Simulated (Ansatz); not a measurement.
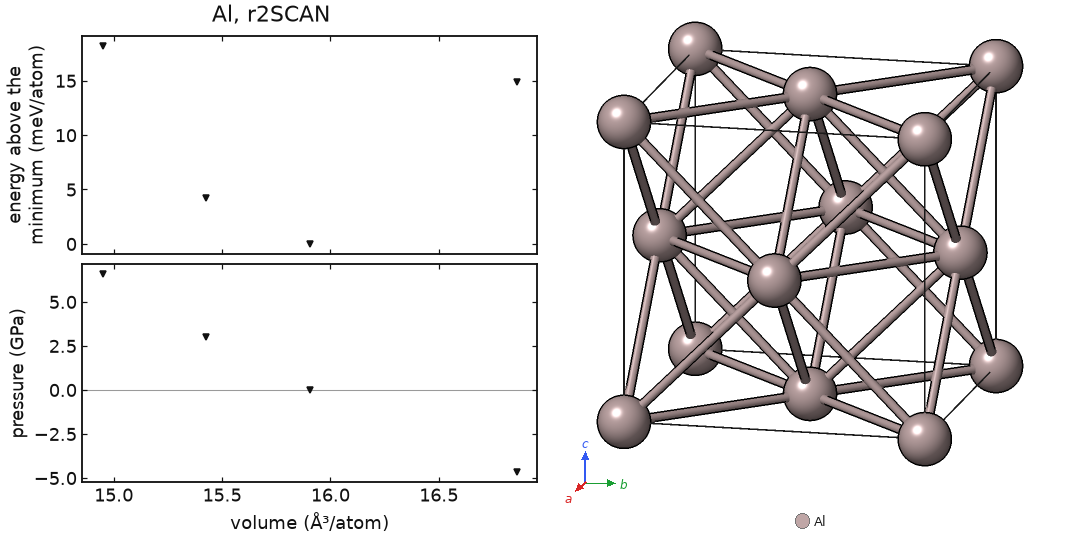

The figure shows the energy above the minimum and pressure against volume for Al, space group Fm-3m (No. 225). The conventional cell is drawn beside the plot.

Starting cell:
```xyz
1
Lattice="0.0000 1.9960 1.9960 1.9960 0.0000 1.9960 1.9960 1.9960 0.0000" Properties=species:S:1:pos:R:3 pbc="T T T"
Al    0.0000    0.0000    0.0000
```

Computed with Ansatz 0.2.0: third-order Birch-Murnaghan fit to density functional energies at scaled volumes of the given relaxed cell, shape and atoms relaxed at each volume; energies count from the fitted minimum; plane waves with PAW datasets, Γ-centred k mesh. Level: r2SCAN, no spin polarisation.

wave cutoff 500 eV; k mesh 18×18×18; occupations Gaussian; smearing width 0.1 eV.

The point at volume 16.381 Å³/atom is left out of the plot. What does the calculation give there?

```json
{"volume (Å³/atom)": "16.381", "energy above the minimum (meV/atom)": "4.0", "pressure (GPa)": "-2.54"}
```
